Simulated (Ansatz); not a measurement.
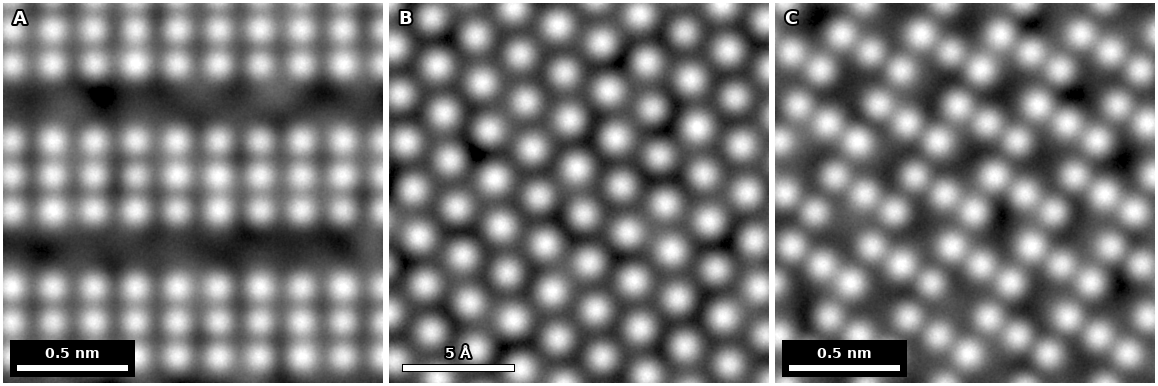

Three views of Se (R-3m, No. 166) along different zone axes. Simulated incoherent Z contrast: every atom adds Z^1.8 spread by a probe of 1.02 Å full width; channelling and multiple scattering are left out. The probe carries 15 % of its weight in a tail 2.5 times as wide. The display is stretched by a gamma of 0.65; percentages refer to the linear signal. Shot noise and the speckle of an amorphous layer were added. Model: the geometry relaxed with Ansatz 0.2.0, DFT PBE, scalar-relativistic, plane waves, PAW; the starting structure was generated, so it need not be a known form of this composition.

```cif
data_structure
_symmetry_space_group_name_H-M 'R-3m:H'
_symmetry_Int_Tables_number 166
_cell_length_a 3.7550
_cell_length_b 3.7550
_cell_length_c 19.8511
_cell_angle_alpha 90.000
_cell_angle_beta 90.000
_cell_angle_gamma 120.000
_cell_volume 242.40
loop_
_atom_site_label
_atom_site_type_symbol
_atom_site_symmetry_multiplicity
_atom_site_Wyckoff_symbol
_atom_site_fract_x
_atom_site_fract_y
_atom_site_fract_z
_atom_site_occupancy
Se1 Se 3 a 0.00000 0.00000 0.00000 1
Se2 Se 6 c 0.00000 0.00000 0.25434 1
```

> Match the panels to the zone axes [001], [210] and [211].

A is [210]: projected cell 1.88 × 6.62 Å, 90°, plane group p2mm. B is [001]: projected cell 2.17 × 2.17 Å, 120°, plane group p6mm. C is [211]: projected cell 3.62 × 3.62 Å, 117°, plane group c2mm.
